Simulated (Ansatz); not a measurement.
Consider this structure.

```cif
data_structure
_symmetry_space_group_name_H-M 'P 1'
_symmetry_Int_Tables_number 1
_cell_length_a 3.3426
_cell_length_b 3.3426
_cell_length_c 5.3060
_cell_angle_alpha 90.000
_cell_angle_beta 90.000
_cell_angle_gamma 120.000
_cell_volume 51.34
loop_
_atom_site_label
_atom_site_type_symbol
_atom_site_fract_x
_atom_site_fract_y
_atom_site_fract_z
_atom_site_occupancy
Hg1 Hg 0.66667 0.33333 0.75000 1
Hg2 Hg 0.33333 0.66667 0.25000 1
```

Question: Give a crystallographic description of this input.

Answer: The element is mercury. It is primitive hexagonal, space group P6_3/mmc (No. 194). In terms of structure types, this is hexagonal close-packed (Mg type). The cell holds two atoms. Hg bonds to twelve Hg in an anticuboctahedral arrangement at 3.28 to 3.34 Å. The bonds build a three-dimensional framework.

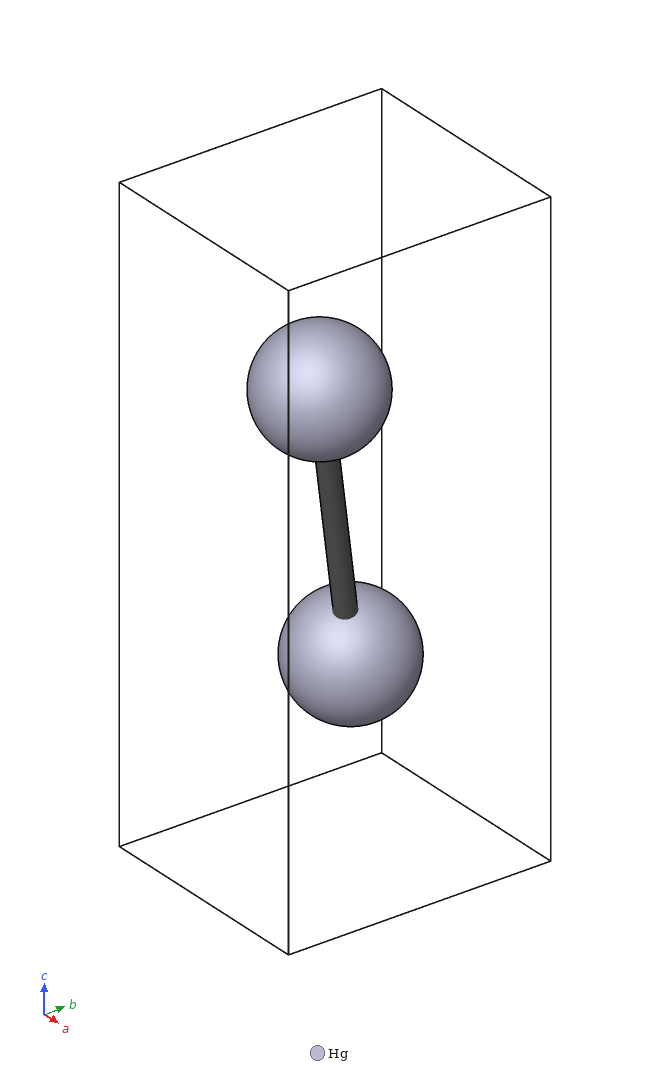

The figure gives a ball-and-stick picture of the atoms, viewed slightly off an axis. The conventional unit cell is outlined; an atom on or near a face, edge or corner is repeated at each equivalent position.

The structure comes from a structure listed in the Materials Project. Earlier steps of the study may have refined or changed the cell and positions. It was set up as input for a calculation with Ansatz.
